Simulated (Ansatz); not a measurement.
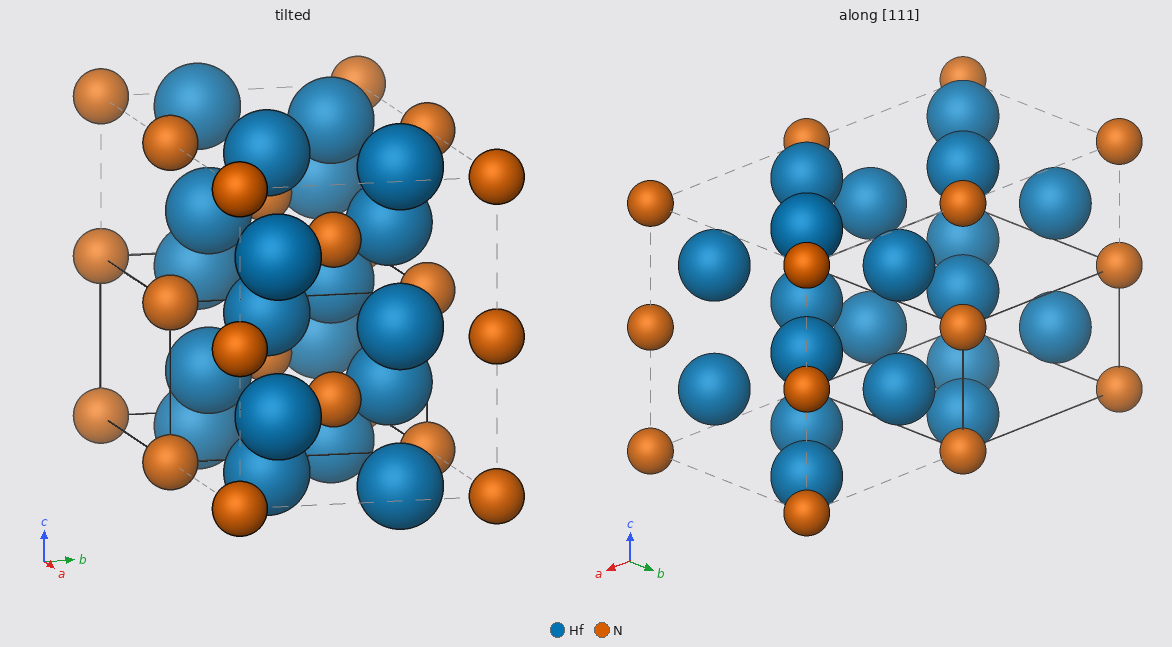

Shown here is a spheres-only view of the crystal, taken slightly off an axis and along [111]. Solid lines give the conventional unit cell, repeated here 2×1×2 times. Cell: a = 5.313 Å, b = 5.313 Å, c = 3.242 Å, α = 90.00°, β = 90.00°, γ = 90.00°.

Summary of the structure:

Its composition is Hf2N. It takes space group P4_2/mnm (No. 136) on a primitive tetragonal lattice. The cell has 6 atoms, namely 4 Hf, 2 N.

It derives from a structure listed in the Materials Project. Earlier steps of the study, as a rule a relaxation of our own, may have changed the cell and positions, so they can lie some per cent off the listed ones. It went into a calculation with Ansatz.
